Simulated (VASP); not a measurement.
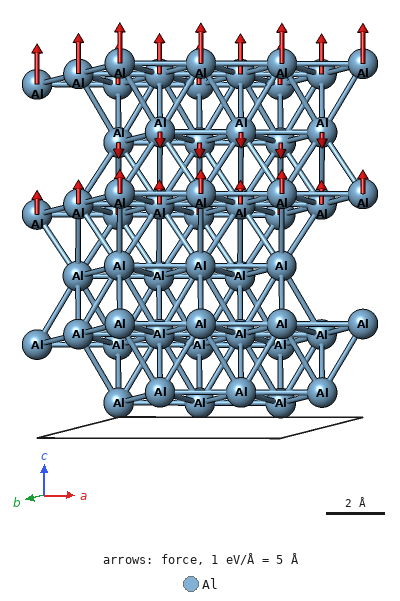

Starting geometry of a slab of composition Al with the computed forces as red arrows. The picture is a ball-and-stick view of the 3 × 2 repeat of the cell, outlined in the plane, without the vacuum, seen from a free direction.

The run lets the atoms move in a fixed cell. 3 atoms are held fixed.

These are results of Kohn-Sham DFT of a periodic cell, PBE, VASP PAW PBE potentials, minimal (VASP), not measurements.

Input
```
SYSTEM = Al
ALGO     = Fast           ! electronic algorithm
DIPOL    = 0.5 0.5 0.500
EDIFF    = 1E-6           ! SCF threshold, eV
EDIFFG   = -0.02          ! ionic threshold
ENCUT    = 600            ! plane-wave cutoff, eV
GGA      = PE             ! functional
IBRION   = 2              ! ionic algorithm
IDIPOL   = 3            
ISIF     = 2              ! what is computed and relaxed
ISMEAR   = -1             ! smearing method
LASPH    = .True.         ! aspherical terms in the spheres
LCHARG   = .False.        ! write CHGCAR
LDIPOL   = .True.       
LREAL    = .False.        ! projectors in reciprocal space
LWAVE    = .False.        ! write WAVECAR
NELM     = 100            ! most SCF steps
NSW      = 60             ! ionic steps
PREC     = Accurate       ! precision mode
SIGMA    = 0.05           ! smearing width, eV
```

Run as
```bash
cat potpaw_PBE.64/Al/POTCAR > POTCAR
mpirun -np 1 vasp_std > vasp.out
```

Question: Is this structure relaxed? If not, where do the atoms go?

Answer: It isn't relaxed: the largest force vector, on an Al atom, is 0.29 eV/Å. The final displacements follow the starting forces only in part (cosine between the two patterns 0.66). The energy falls by 31.3 meV per cell of the calculation in 10 geometry steps. Largest force component: 0.29 eV/Å at the start, 0.15 eV/Å at the end. The largest move is that of an Al atom, 0.20 Å along the normal (+c). The cell doesn't change. Among the contacts that change: Al–Al 2.817 → 2.904 Å, Al–Al 2.817 → 2.880 Å, Al–Al 2.817 → 2.836 Å.
